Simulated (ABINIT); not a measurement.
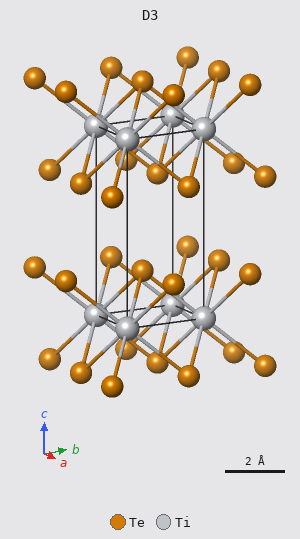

A crystal of TiTe2 (set up in P-3m1), relaxed (cell and atoms) with several dispersion corrections. The picture shows the result with D3. The picture is a ball-and-stick view of the cell of the calculation, seen slightly off an axis.

Computed with ABINIT 10.8.3: PBE, JTH PAW PBE v2.0. (plane-wave cutoff 408.2 eV; k-point mesh 8 × 8 × 4; occupations fermi-dirac; smearing width 0.05 eV; optimiser BFGS; force threshold 0.03 eV/Å; no spin polarisation)

```
dispersion correction  volume (Å³/atom)  a (Å)  c (Å)
                   D3            26.753  3.776  6.501
               D3(BJ)            25.355  3.716  6.359
                   D4            25.827  3.737  6.407
                 none                 ?      ?      ?
```

One row is withheld. What does the calculation give there?

Answer. With none the volume is the largest of the series, above D3 (26.753). The calculation gives 27.907 Å³/atom (a = 3.792 Å, c = 6.722 Å). In order of volume: D3(BJ) < D4 < D3 < none; the spread is 10.1 %.

Each member starts from this one structure; whether another phase lies lower wasn't checked.

Limits of the set-up: layers or molecules are held without a dispersion correction, so their spacing is unreliable.
